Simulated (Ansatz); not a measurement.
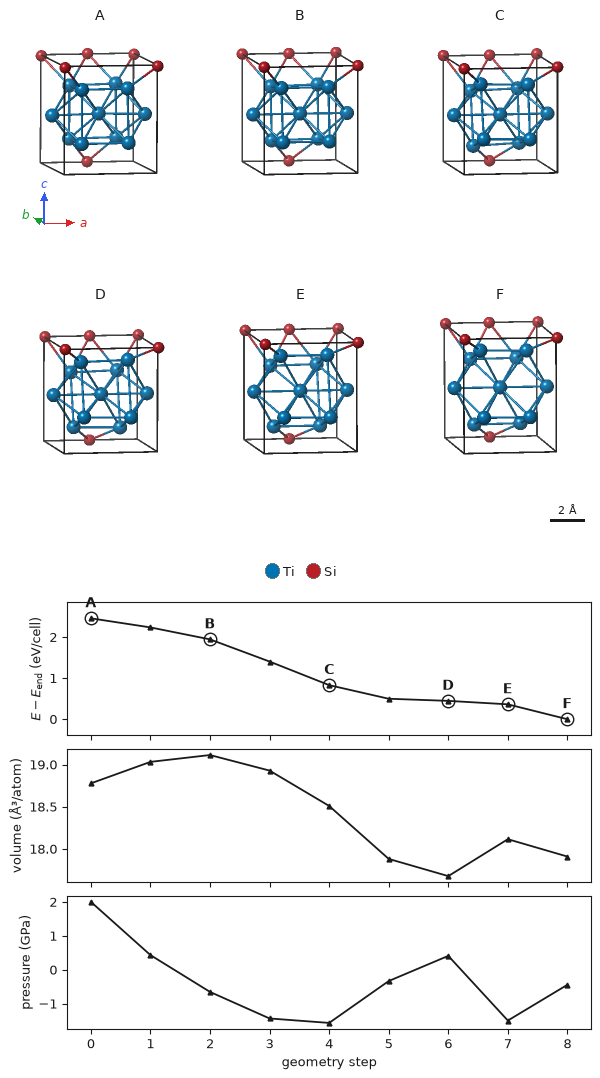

Frames of a relaxation of solid Ti₅Si (a generated structure, set up in P1) (coarse preliminary run), marked on the history of the run. A ball-and-stick model of the cell of the calculation, seen slightly off an axis.

Level of theory: Ansatz 0.2.0, DFT PBE, scalar-relativistic, plane waves, PAW. Set-up: plane-wave cutoff 420 eV; k-point mesh 4 × 4 × 4; occupations gaussian; smearing width 0.2 eV; no spin polarisation; cell and atoms relaxed; force threshold 0.025 eV/Å; at most 60 steps.

Question: Describe the path.

Answer: The run was cut off at its time limit before the relaxation converged, so the last structure is only a point on the way. The largest move relative to the cell is that of a Ti atom, 0.92 Å along [0 1 1]. By element the largest moves are Ti 0.92 Å, Si 0.10 Å. The drawn cell changes as follows: a 5.535 → 5.537 Å (0.0 %), b 6.354 → 5.765 Å (−9.3 %), c 6.417 → 6.756 Å (+5.3 %), α 91.2° → 85.4°, γ 93.0° → 90.3°; the volume changes by −4.6 %. Among the contacts that change: Ti–Ti 4.548 → 2.853 Å, Ti–Ti 4.500 → 2.936 Å, Ti–Ti 4.433 → 3.157 Å, Ti–Ti 4.470 → 3.241 Å. New bonds form: Ti–Ti (4.43 → 3.16 Å), Ti–Ti (4.50 → 2.94 Å), Ti–Ti (4.55 → 2.85 Å). The space group stays P1 (No. 1). After 8 geometry steps the energy has fallen by 2.460 eV per cell of the calculation. The largest force component goes from 0.76 to 0.76 eV/Å. The pressure goes from 2.00 to −0.44 GPa. From step 0 to 2: a Ti atom moves most (0.29 Å), volume +1.8 %, energy −0.513 eV per cell of the calculation. From step 2 to 4: a Ti atom moves most (0.39 Å), volume −3.2 %, energy −1.116 eV per cell of the calculation. From step 4 to 6: Ti atoms move most (0.33 Å), volume −4.5 %, energy −0.383 eV per cell of the calculation. From step 6 to 7: a Ti atom moves most (0.14 Å), volume +2.5 %, energy −84.2 meV per cell of the calculation. From step 7 to 8: a Ti atom moves most (0.11 Å), volume −1.1 %, energy −0.363 eV per cell of the calculation.
